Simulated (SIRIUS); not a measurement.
Consider GaAs.

```
Ga As
1.0
     3.60640    0.00000    0.00000
    -1.80320    3.12324    0.00000
     0.00000    0.00000    3.57319
Ga As
1 1
Direct
  0.00000 0.00000 0.50000
  0.66667 0.33333 0.00000
```

Space group P-6m2; a structure from a database of computed crystals, not necessarily the ambient phase; a generated structure, not necessarily the stable one.

Theory: Kohn-Sham DFT of a periodic cell, PBE, all-electron FP-LAPW in SIRIUS.

Predict the electron density between the atoms.

Answer. Ga–As (2.74 Å): ρ at the midpoint is about 0.28 e/Å³.

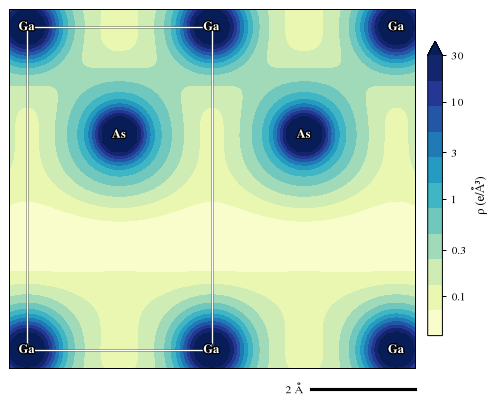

Computed electron density on the (110) plane of the conventional cell. 
